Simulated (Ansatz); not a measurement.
## Electronic structure of Zn16HS16 (cell charge +1, with a compensating background) (cell with a defect) in real space

Input

```
crystal:
  lattice:
    - [3.8461551846, -6.6617361936, 0.0]
    - [-7.6923103692, 1.0e-10, 0.0]
    - [0.0, 0.0, -12.5886853746]
  atoms:
    - { symbol: Zn, position: [0.3341812901, 0.1683625802, 0.2480926584] }
    - { symbol: Zn, position: [0.8340940345, 0.1681880689, 0.2498347612] }
    - { symbol: Zn, position: [0.3339237455, 0.6680499212, 0.2498744577] }
    - { symbol: Zn, position: [0.8341261757, 0.6680499212, 0.2498744577] }
    - { symbol: Zn, position: [0.1671761117, 0.3344881183, 0.7500638955] }
    - { symbol: Zn, position: [0.6673120066, 0.3344881183, 0.7500638955] }
    - { symbol: Zn, position: [0.1672256449, 0.8344512898, 0.7500588481] }
    - { symbol: Zn, position: [0.6671907244, 0.8343814488, 0.7523197608] }
    - { symbol: Zn, position: [0.500472139, 0.0012088978, 0.4999378495] }
    - { symbol: Zn, position: [1.0007367589, 0.0012088978, 0.4999378495] }
    - { symbol: Zn, position: [0.5004702924, 0.5009405847, 0.4999259732] }
    - { symbol: Zn, position: [1.0005451239, 0.5010902478, 0.4999533213] }
    - { symbol: Zn, position: [0.0006184632, 0.5012369263, 0.9998967328] }
    - { symbol: Zn, position: [0.5006761685, 0.5013523369, 0.9999972781] }
    - { symbol: Zn, position: [0.0005530992, 1.0011941901, 1.0000271053] }
    - { symbol: Zn, position: [0.5006410909, 1.0011941901, 1.0000271053] }
    - { symbol: S, position: [0.3339772073, 0.1679544147, 0.0614721599] }
    - { symbol: S, position: [0.8339550834, 0.1679101668, 0.0625240817] }
    - { symbol: S, position: [0.3339362066, 0.6678977859, 0.0625352158] }
    - { symbol: S, position: [0.8339615793, 0.6678977859, 0.0625352158] }
    - { symbol: S, position: [0.1671549234, 0.3345016705, 0.5626160317] }
    - { symbol: S, position: [0.6673467472, 0.3345016705, 0.5626160317] }
    - { symbol: S, position: [0.1671712002, 0.8343424005, 0.5625994681] }
    - { symbol: S, position: [0.6672073886, 0.8344147772, 0.5651289258] }
    - { symbol: S, position: [0.499508089, 0.0026272831, 0.3121485061] }
    - { symbol: S, position: [1.0031191941, 0.0026272831, 0.3121485061] }
    - { symbol: S, position: [0.4996183738, 0.4992367476, 0.3122042551] }
    - { symbol: S, position: [1.0006814817, 0.5013629634, 0.3130268704] }
    - { symbol: S, position: [0.0005873149, 0.5011746298, 0.8128928361] }
    - { symbol: S, position: [0.5002288484, 0.5004576968, 0.8132753037] }
    - { symbol: S, position: [0.0012070694, 1.0014662468, 0.813283686] }
    - { symbol: S, position: [0.5002591774, 1.0014662468, 0.813283686] }
    - { symbol: H, position: [0.667637246, 0.8352744921, 0.3804466553] }
  host:
    lattice:
      - [3.8461551846, 0.0, 0.0]
      - [-1.9230775923, 3.3308680968, 0.0]
      - [0.0, 0.0, 12.5886853746]
    atoms:
      - { symbol: Zn, position: [0.6666666667, 0.3333333333, 0.7500383538] }
      - { symbol: Zn, position: [0.3333333333, 0.6666666667, 0.2500383538] }
      - { symbol: Zn, position: [0.0, 0.0, 0.5000855079] }
      - { symbol: Zn, position: [0.0, 0.0, 8.55079e-05] }
      - { symbol: S, position: [0.6666666667, 0.3333333333, 0.937611493] }
      - { symbol: S, position: [0.3333333333, 0.6666666667, 0.437611493] }
      - { symbol: S, position: [0.0, 0.0, 0.6872636452] }
      - { symbol: S, position: [0.0, 0.0, 0.1872636452] }
total_charge: 1
basis:
  ecutwfc: 420
  xc_grid: 2
kpoints:
  mp_grid: { grid: [2, 2, 2], shift: [0.0, 0.0, 0.0] }
hamiltonian:
  xc: pbe
scf:
  occupations: { method: gaussian, width: 0.01 }
output:
  forces: true
  stress: false
  eigenvalues: true
  charged_corrections:
    defect_position: [0.6875, 0.875, 0.38461538]
    epsilon: [[9.189, 0.0, 0.0], [0.0, 9.189, 0.0], [0.0, 0.0, 9.4861]]
  write_density: true
  write_potential: true
  elf: true
  volumetric_format: npy
relax:
  adjacent_minimum: "off"
  f_tol: 0.025
  max_steps: 45
```

Launched as:

```sh
ansatz run input.yaml --threads 4 --pin off --max-ram 10240MiB --backend cpu --events-out ev --progress --plain --runs-dir out
```

The fields are those of the run's last geometry, not of the input's.

These are results of Ansatz 0.2.0, DFT PBE, scalar-relativistic, plane waves, PAW, not measurements.

The density is the valence pseudo-density of a PAW calculation; it isn't the true density close to the nuclei.

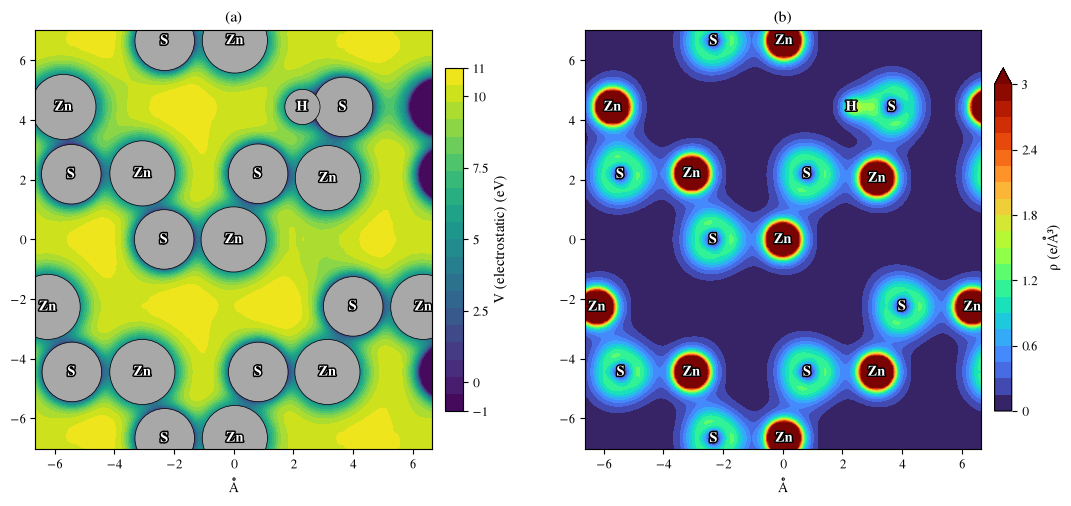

Figure 1. (a) electrostatic potential (local pseudopotential plus Hartree) felt by an electron; (b) valence pseudo-density on the (110) plane of the calculation cell. Grey discs cover the atomic cores in the potential map.

> What do the fields say about this system?

- Atoms in the plane: Zn, S and H.
- S–H (1.36 Å): the density is about 1.4 e/Å³ at the midpoint.
- Zn–S (2.27 Å): the density is about 0.58 e/Å³ at the midpoint.
- Zn–S (2.32 Å): the density is about 0.54 e/Å³ at the midpoint.
- Zn–S (2.35 Å): the density is about 0.5 e/Å³ at the midpoint.
- Zn–S (2.44 Å): ρ is about 0.41 e/Å³ halfway.
- The density dies away to nearly zero in the voids.
- Outside the cores the potential energy rises away from the atoms and is highest about 2.2 Å from the nearest atoms; its zero is arbitrary.

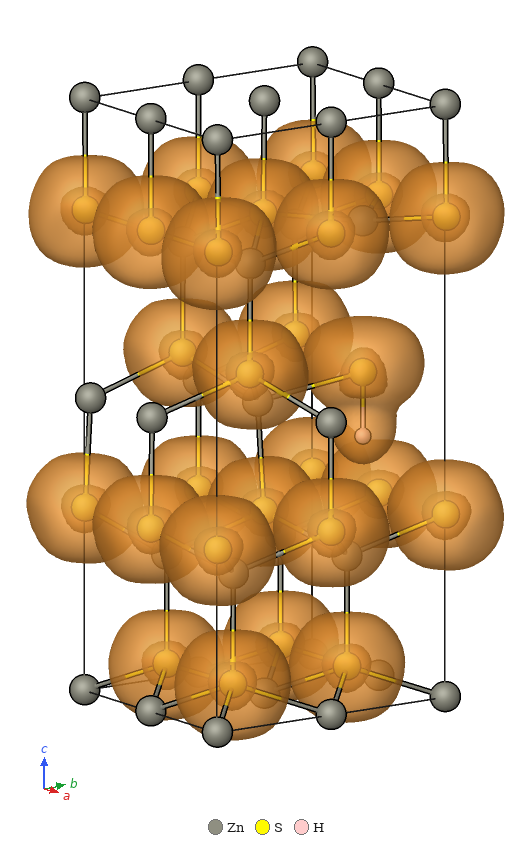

Figure 2. Isosurface of the ELF at 0.65 (orange), seen slightly off an axis. Only the valence region is drawn (cores and ρ < 0.01 e/Å³ removed). Sticks mark near contacts.

> Describe the localisation domains.

The ELF exceeds this value in 15 regions wrapped around S (the valence shell of each) and one joined region spread over several atoms (H, S), in which their bonds and any lone pairs are merged, counted in one cell of 33 atoms. Any copies at cell faces, edges or corners count once.


S–H (1.36 Å): the ELF climbs to about 1 towards the hydrogen, as it does in any bond to H (a covalent bond by its length). Zn–S (2.27 Å): the ELF peaks at about 0.90 in the valence shell of S, 0.8 Å from its nucleus, and is about 0.60 at the midpoint.

> Metal or insulator at this level of theory?

It is gapped, with a Kohn–Sham gap of 2.0 eV on the k-point mesh, an upper bound to the gap of this method.
